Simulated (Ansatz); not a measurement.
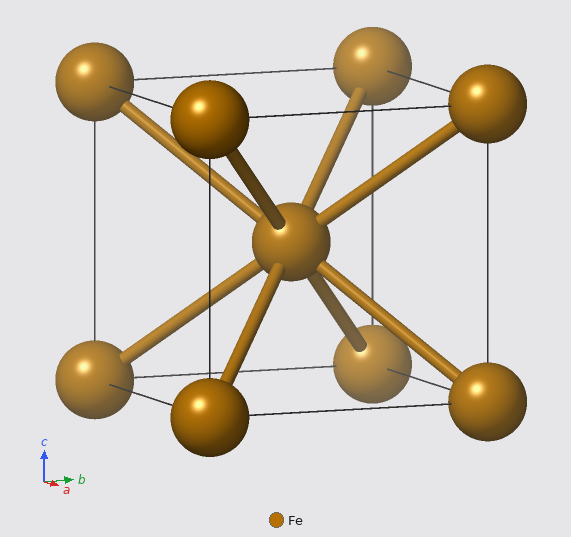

Ball-and-stick drawing of the structure, looking slightly off an axis. Lines trace the edges of the conventional unit cell.

The lattice constants are a = 2.83 Å, b = 2.83 Å, c = 2.83 Å, α = 90.00°, β = 90.00°, γ = 90.00°.

### How many atoms belong to the cell?

2 (iron), counting shared atoms by their share.

### Which Bravais lattice does it have?

Body-centred cubic.

### Name the space group.

Im-3m (No. 229), with Fe on 2a.

### Which prototype does it follow?

Body-centred cubic (W type).

### What is Fe bonded to?

Each Fe has eight Fe in a cubic arrangement at about 2.5 Å. Not all metal-metal contacts are counted.

### How do the bonded atoms link up through the crystal?

The bonds build a three-dimensional framework.

It goes back to the standard structure of this element. Earlier steps of the study may have refined or changed the cell and positions. It went into a calculation with Ansatz.
